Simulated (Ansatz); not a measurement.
**What a change does: band-structure calculation on AlCu₅**

System: AlCu₅ (Pmmm, 6 atoms in the cell).
Method of run 1: DFT PBE, scalar-relativistic, plane waves, PAW, no spin polarisation (Ansatz 0.2.0).

The structure was made by a generator, so it may or may not be a known phase. Text and figures count atoms from 1; the logs count them from 0 in places.

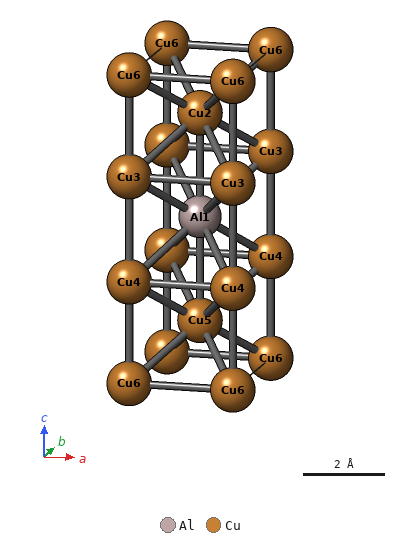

Figure 1. The structure (ball-and-stick view of the cell of the calculation, seen slightly off an axis; atoms are numbered from 1 in the order of the input). An atom can appear more than once, as a periodic image. Near neighbours in the periodic cell (some may lie outside the picture): Al has 2 Al at 2.65 Å and 10 Cu at 2.60 to 2.64 Å; Cu has 1 Al at 2.64 Å and 11 Cu at 2.56 to 2.65 Å; Cu has 4 Al at 2.60 Å and 8 Cu at 2.58 to 2.67 Å; Cu has 12 Cu at 2.57 to 2.65 Å.

### Input, run 1
```yaml
crystal:
  lattice:
    - [2.6548894431, 0.0, 0.0]
    - [0.0, 3.5763012524, 0.0]
    - [0.0, 0.0, 7.8354949092]
  atoms:
    - { symbol: Al, position: [0.5, 0.5, 0.5] }
    - { symbol: Cu, position: [0.5, 0.5, 0.8363362798] }
    - { symbol: Cu, position: [0.0, 0.0, 0.6704430126] }
    - { symbol: Cu, position: [0.0, 0.0, 0.3295569874] }
    - { symbol: Cu, position: [0.5, 0.5, 0.1636637202] }
    - { symbol: Cu, position: [0.0, 0.0, 0.0] }
basis:
  ecutwfc: 420
kpoints:
  mp_grid: { grid: [14, 12, 6] }
  band_path:
    path:
      - [[0.0, 0.0, 0.0], [0.5, 0.0, 0.0], [0.5, 0.5, 0.0], [0.0, 0.5, 0.0], [0.0, 0.0, 0.0], [0.0, 0.0, 0.5], [0.5, 0.0, 0.5], [0.5, 0.5, 0.5], [0.0, 0.5, 0.5], [0.0, 0.0, 0.5]]
      - [[0.5, 0.0, 0.0], [0.5, 0.0, 0.5]]
      - [[0.0, 0.5, 0.0], [0.0, 0.5, 0.5]]
      - [[0.5, 0.5, 0.0], [0.5, 0.5, 0.5]]
    npoints: 14
hamiltonian:
  xc: pbe
scf:
  occupations: { method: gaussian, width: 0.1 }
  n_extra_bands: 15
output:
  forces: true
  stress: true
  eigenvalues: true
  populations: true
  dos: { projected: true, de: 0.02, nscf_kmesh: { grid: [17, 15, 8] } }
  bader: true
```

Launched with:
```bash
ansatz run input.yaml --threads 4 --pin off --max-ram 8192MiB --backend cpu --events-out ev --progress --plain --runs-dir out
```

Hardware: 4 threads of Intel Xeon @ 2.50GHz (Skylake/Cascade Lake), 256 GiB of memory available, shared host.

### Output, shortened to warnings, some set-up lines, iterations and results (run 1)
```
Basis set: ecut = 420 eV, 1461 PW (Γ), exchange–correlation on 36×48×108 points (8 copies of the dense FFT grid, shifted against one another)
Symmetry: 8 space group operations
k-points: 224 of 1008
Initial density: superposition of atomic densities (neutral atoms: chi_scale 0, normalization atom), corrected by the library's trained network
[...]
SCF iter   1: F=—  HF=-33663.914451 eV  |F-HF|=—  |Δ(HF+E_count)|=         —  Δρ=3.35e-3  dr2=7.65e-3  ethr=1.77e-3  ⟨swp⟩=5.0  Hψ=51850  notcnv=0  defer=388
SCF iter   2: F=—  HF=-33663.913633 eV  |F-HF|=—  |Δ(HF+E_count)|=   8.18e-4  Δρ=1.14e-3  dr2=1.37e-3  ethr=7.80e-6  ⟨swp⟩=1.8  Hψ=18235  notcnv=0  defer=530
SCF iter   3: F=—  HF=-33663.913401 eV  |F-HF|=—  |Δ(HF+E_count)|=   2.31e-4  Δρ=7.87e-4  dr2=7.06e-4  ethr=1.40e-6  ⟨swp⟩=2.3  Hψ=20984  notcnv=0  defer=530
SCF iter   4: F=—  HF=-33663.913292 eV  |F-HF|=—  |Δ(HF+E_count)|=   1.10e-4  Δρ=1.83e-4  dr2=8.35e-5  ethr=7.20e-7  ⟨swp⟩=1.7  Hψ=15089  notcnv=0  defer=530
SCF iter   5: F=—  HF=-33663.913220 eV  |F-HF|=—  |Δ(HF+E_count)|=   7.14e-5  Δρ=1.20e-4  dr2=9.98e-6  ethr=8.52e-8  ⟨swp⟩=2.2  Hψ=18185  notcnv=0  defer=530
SCF iter   6: F=—  HF=-33663.913219 eV  |F-HF|=—  |Δ(HF+E_count)|=   1.65e-6  Δρ=9.61e-5  dr2=6.00e-6  ethr=1.02e-8  ⟨swp⟩=2.0  Hψ=21251  notcnv=0  defer=530
SCF iter   7: F=—  HF=-33663.913218 eV  |F-HF|=—  |Δ(HF+E_count)|=   8.40e-7  Δρ=1.64e-5  dr2=5.45e-7  ethr=6.12e-9  ⟨swp⟩=2.0  Hψ=17796  notcnv=0  defer=530
SCF iter   8: F=—  HF=-33663.913218 eV  |F-HF|=—  |Δ(HF+E_count)|=   4.03e-8  Δρ=1.02e-5  dr2=1.13e-7  ethr=5.56e-10  ⟨swp⟩=2.2  Hψ=19101  notcnv=0  defer=530
SCF iter   9: F=-33663.913218 eV  HF=-33663.913218 eV  |F-HF|=9.16e-9  |Δ(HF+E_count)|=   6.72e-9  Δρ=1.96e-6  dr2=1.02e-8  ethr=1.02e-10  ⟨swp⟩=8.3  Hψ=59559  notcnv=0
SCF 1 converged in 9 iterations: F = -33663.913218 eV  dr2 = 1.02e-8
NSCF: frozen V_eff on 172 k-points
NSCF: frozen V_eff on 360 k-points
SCF converged after 9 iterations
Free energy (F): -33663.913218 eV
Harris-Foulkes:  -33663.913218 eV  (|F-HF|=9.16e-9)
Internal energy: -33663.903968 eV  (E = F + TS)
E sigma→0 (E₀):  -33663.908593 eV
Entropy (-TS):   -0.009249 eV (-1.542 meV/atom)
Fermi energy:    15.186763 eV
--- Per-component energies (eV) ---
  E_band       = -1934.877062
  E_kinetic    = 1522.958517
  E_local      = -24067.150938  (includes V_loc(G=0)·N_el)
  E_nonlocal   = 1956.811900
  E_hartree    = 10760.146976
  E_xc         = -488.247658
  E_vxc        = -607.782606  (∫ρ·V_xc dr)
  E_paw        = -8780.146773  (= ΣΔE_a)
  E_vpaw       = -2259.999198  (= ΣTr[D̂ρ^β])
  E_aug_tail   = 0.001357  (compensation charges beyond the density's cutoff)
  E_ewald      = -14568.277349
  E_smearing   = -0.009249  (= −TS)
  E_closure    = -0.000000  (closes the sum)
  Σ components = -33663.913218   (vs F -33663.913218, Δ=0.00e0)
--- Forces (eV/Å), atoms counted from 1 ---
  atom   1  Al     0.00000000    -0.00000000     0.00000000
  atom   2  Cu     0.00000000     0.00000000    -0.00031680
  atom   3  Cu     0.00000000     0.00000000    -0.00102281
  atom   4  Cu    -0.00000000    -0.00000000     0.00102281
  atom   5  Cu    -0.00000000    -0.00000000     0.00031680
  atom   6  Cu     0.00000000    -0.00000000     0.00000000
  max |Σ_I F_I| component: 1.08e-19 eV/Å
--- Stress (GPa, compression-positive) ---
        0.005249      -0.000000      -0.000000
       -0.000000       0.007451      -0.000000
       -0.000000      -0.000000      -0.032159
  P = ⅓ Tr σ = -0.0065 GPa (-0.065 kbar)
--- Löwdin populations: 6 sites ---
  site symbol       q [e]
     0     Al      3.7661
     1     Cu     18.7521
     2     Cu     18.5706
     3     Cu     18.5706
     4     Cu     18.7521
     5     Cu     18.8321
  spilling = 0.007719 (of n_electrons = 98.000000)
--- Bader charges: 6 sites ---
  site symbol  charge [e]  shift [e]
     0     Al      1.2106     0.0017
     1     Cu     -0.1028     0.0002
     2     Cu     -0.4982     0.0006
     3     Cu     -0.4982     0.0006
     4     Cu     -0.1028     0.0002
     5     Cu     -0.0085     0.0000
  estimated error of the sums over rays = 5.2e-4 e
```

The input of run 2 differs as follows (lines with − go, lines with + come):
```diff
-  ecutwfc: 420
+  ecutwfc: 500
-  xc: pbe
+  xc: r2scan
+  write_density: true
+  write_potential: true
+  elf: true
+  volumetric_format: npy
```

What does this change do to the results?

The total energies belong to different methods, so their difference says nothing on which is more stable or more accurate. The pressure goes from −0.01 to −5.50 GPa. The largest force goes from 0.001 to 0.059 eV/Å. The functional changes from PBE to r2SCAN. The SCF takes 10 iterations against 9. The plane waves at Γ go from 1461 to 1881. On the same kind of shared host run 2 took about 1.7 times as long.

### Output, shortened to warnings, some set-up lines, iterations and results (run 2)
```
Basis set: ecut = 500 eV, 1881 PW (Γ), exchange–correlation on 80×108×240 points (64 copies of the dense FFT grid, shifted against one another)
Symmetry: 8 space group operations
k-points: 224 of 1008
Initial density: superposition of atomic densities (neutral atoms: chi_scale 0, normalization atom), corrected by the library's trained network
[...]
SCF iter   1: F=—  HF=-33697.217800 eV  |F-HF|=—  |Δ(HF+E_count)|=         —  Δρ=4.01e-2  dr2=7.50e-1  dr2_τ=9.87e-3  ethr=1.77e-3  ⟨swp⟩=5.0  Hψ=52141  notcnv=0  defer=361
SCF iter   2: F=—  HF=-33697.170104 eV  |F-HF|=—  |Δ(HF+E_count)|=   4.77e-2  Δρ=1.56e-2  dr2=7.43e-2  dr2_τ=6.56e-3  ethr=7.66e-4  ⟨swp⟩=2.0  Hψ=23946  notcnv=0  defer=1930
SCF iter   3: F=—  HF=-33697.115741 eV  |F-HF|=—  |Δ(HF+E_count)|=   5.44e-2  Δρ=8.72e-3  dr2=5.28e-2  dr2_τ=2.07e-4  ethr=7.58e-5  ⟨swp⟩=2.0  Hψ=24442  notcnv=0  defer=1930
SCF iter   4: F=—  HF=-33697.104188 eV  |F-HF|=—  |Δ(HF+E_count)|=   1.16e-2  Δρ=1.78e-3  dr2=3.08e-3  dr2_τ=4.36e-5  ethr=5.39e-5  ⟨swp⟩=1.1  Hψ=16425  notcnv=0  defer=1927
SCF iter   5: F=—  HF=-33697.105850 eV  |F-HF|=—  |Δ(HF+E_count)|=   1.66e-3  Δρ=3.69e-3  dr2=7.69e-3  dr2_τ=3.77e-5  ethr=3.14e-6  ⟨swp⟩=2.0  Hψ=22956  notcnv=0  defer=1927
SCF iter   6: F=—  HF=-33697.104738 eV  |F-HF|=—  |Δ(HF+E_count)|=   1.11e-3  Δρ=6.37e-4  dr2=4.18e-4  dr2_τ=2.37e-6  ethr=3.14e-6  ⟨swp⟩=2.0  Hψ=18556  notcnv=0  defer=1927
SCF iter   7: F=—  HF=-33697.104676 eV  |F-HF|=—  |Δ(HF+E_count)|=   6.22e-5  Δρ=3.33e-4  dr2=6.63e-5  dr2_τ=3.48e-7  ethr=4.26e-7  ⟨swp⟩=2.2  Hψ=18136  notcnv=0  defer=1927
SCF iter   8: F=—  HF=-33697.104677 eV  |F-HF|=—  |Δ(HF+E_count)|=   1.16e-6  Δρ=5.29e-4  dr2=1.33e-4  dr2_τ=7.00e-7  ethr=6.76e-8  ⟨swp⟩=2.0  Hψ=22509  notcnv=0  defer=1927
SCF iter   9: F=—  HF=-33697.104652 eV  |F-HF|=—  |Δ(HF+E_count)|=   2.48e-5  Δρ=6.43e-5  dr2=1.87e-6  dr2_τ=3.28e-8  ethr=6.76e-8  ⟨swp⟩=2.0  Hψ=18245  notcnv=0  defer=1927
SCF iter  10: F=-33697.104652 eV  HF=-33697.104652 eV  |F-HF|=4.69e-8  |Δ(HF+E_count)|=   1.11e-7  Δρ=1.28e-5  dr2=8.79e-8  dr2_τ=8.32e-10  ethr=1.02e-10  ⟨swp⟩=11.3  …
SCF 1 converged in 10 iterations: F = -33697.104652 eV  dr2 = 8.79e-8
NSCF: frozen V_eff on 172 k-points
NSCF: frozen V_eff on 360 k-points
SCF converged after 10 iterations
Free energy (F): -33697.104652 eV
Harris-Foulkes:  -33697.104652 eV  (|F-HF|=4.69e-8)
Internal energy: -33697.095554 eV  (E = F + TS)
E sigma→0 (E₀):  -33697.100103 eV
Entropy (-TS):   -0.009099 eV (-1.516 meV/atom)
Fermi energy:    15.005411 eV
--- Per-component energies (eV) ---
  E_band       = -2068.078441
  E_kinetic    = 1521.218061
  E_local      = -24121.701484  (includes V_loc(G=0)·N_el)
  E_nonlocal   = 1985.056412
  E_hartree    = 10807.197200
  E_xc         = -455.472399
  E_vxc        = -654.677532  (∫ρ·V_xc dr)
  E_paw        = -8863.551032  (= ΣΔE_a)
  E_vpaw       = -2458.822716  (= ΣTr[D̂ρ^β])
  E_aug_tail   = 0.000686  (compensation charges beyond the density's cutoff)
  E_vtau       = 46.427712  (kinetic-family band-sum trace: ∫τ·v_τ [+ j·A + Jᵃ·Aᵃ] dr)
  E_ewald      = -14568.277349
  E_core_change = -1.565648  (= ΣΔE_core)
  E_smearing   = -0.009099  (= −TS)
  E_closure    = 0.000000  (closes the sum)
  Σ components = -33697.104652   (vs F -33697.104652, Δ=0.00e0)
--- Forces (eV/Å), atoms counted from 1 ---
  atom   1  Al     0.00000000    -0.00000000     0.00000000
  atom   2  Cu     0.00000000     0.00000000     0.03460392
  atom   3  Cu     0.00000000     0.00000000     0.05947121
  atom   4  Cu    -0.00000000    -0.00000000    -0.05947121
  atom   5  Cu    -0.00000000    -0.00000000    -0.03460392
  atom   6  Cu     0.00000000     0.00000000     0.00000000
  max |Σ_I F_I| component: 6.94e-18 eV/Å
--- Stress (GPa, compression-positive) ---
       -5.416681      -0.000000      -0.000000
       -0.000000      -5.600442      -0.000000
       -0.000000      -0.000000      -5.475396
  P = ⅓ Tr σ = -5.4975 GPa (-54.975 kbar)
--- Löwdin populations: 6 sites ---
  site symbol       q [e]
     0     Al      3.7674
     1     Cu     18.7503
     2     Cu     18.5661
     3     Cu     18.5661
     4     Cu     18.7503
     5     Cu     18.8346
  spilling = 0.007809 (of n_electrons = 98.000000)
--- Bader charges: 6 sites ---
  site symbol  charge [e]  shift [e]
     0     Al      1.2737     0.0002
     1     Cu     -0.1052     0.0002
     2     Cu     -0.5271     0.0003
     3     Cu     -0.5271     0.0003
     4     Cu     -0.1052     0.0002
     5     Cu     -0.0090     0.0000
  estimated error of the sums over rays = 3.6e-4 e
```

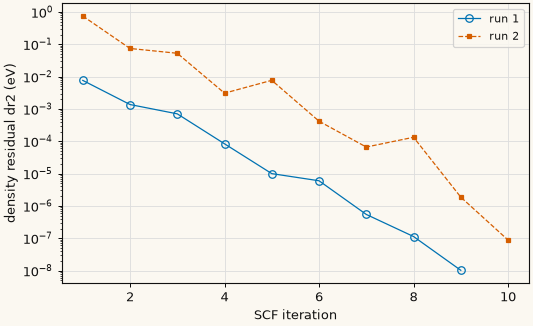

Figure 2. Convergence of the two runs: density residual dr2 against the SCF iteration. Run 1 takes 9 iterations in all, and run 2 takes 10.

### The two runs side by side

```csv
quantity,run 1,run 2
outcome,converged,converged
free energy per atom (eV),−5610.6522,−5616.1841
"energy per atom, smearing taken to zero (eV)",−5610.6514,−5616.1834
gap on the mesh (eV),0.00,0.00
pressure (GPa),−0.01,−5.50
largest force (eV/Å),0.001,0.059
SCF iterations,9,10
irreducible k-points,224,224
plane waves at Γ,1461,1881
wall time (shared host),80 s,2.2 min
```

For run 2: The cell is under a tension of 5.5 GPa at this level, so it is not at its equilibrium volume.
